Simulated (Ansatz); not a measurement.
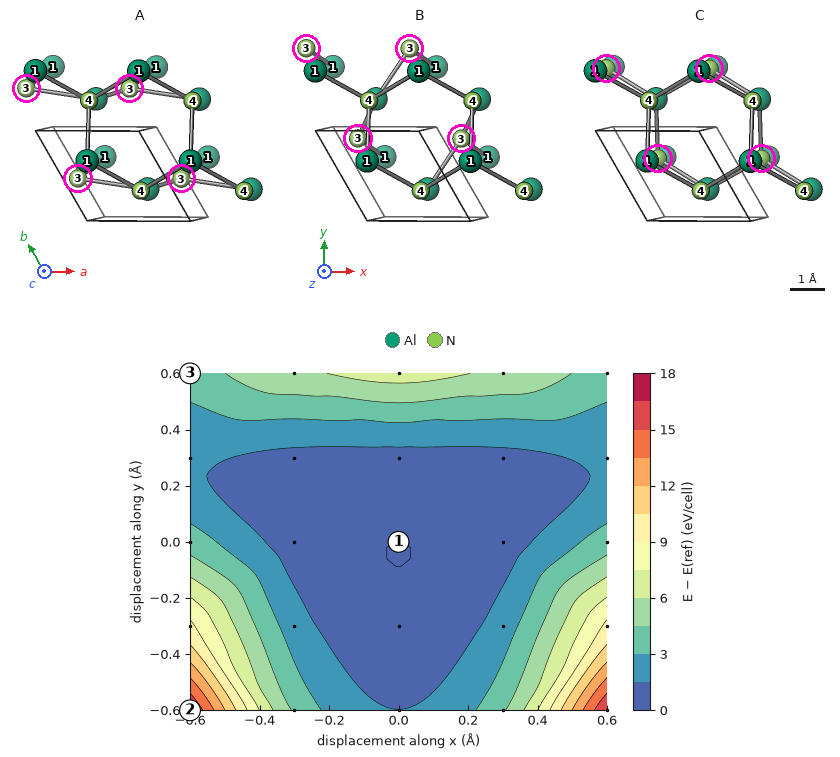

Energy scan for a crystal of AlN (P6_3mc), in which an N atom (one in each cell of 4 atoms) is moved over the plane of the Cartesian directions x and y, all else fixed. The map is interpolated between the computed points (dots). The frames are shuffled; each belongs to one numbered point. Style: ball-and-stick. Shown: the cell of the calculation, repeated 2 × 2 × 1 with one cell outlined, nearly along the normal of the scanned plane. The ringed atoms are those of the scanned coordinates.

Computed with DFT PBE, scalar-relativistic, plane waves, PAW (Ansatz). Set-up: plane-wave cutoff 420 eV; k-point mesh 12 × 12 × 6; occupations gaussian; smearing width 0.05 eV; no spin polarisation. Energies (free energies at the smearing named) are counted from the cell as listed in its source, which wasn't relaxed.

Which frame belongs to which numbered point?

Answer. Point 1 is frame C, at (0.00, 0.00) and 0.00 eV/cell; 2 is frame A, at (−0.60, −0.60) and 16.59 eV/cell; 3 is frame B, at (−0.60, 0.60) and 3.73 eV/cell. In pairs of (displacement along x (Å); displacement along y (Å)): the lowest computed point lies at (0.00, 0.00) (0.00 eV/cell), the highest at (−0.60, −0.60), (0.60, −0.60) (16.59 eV/cell).
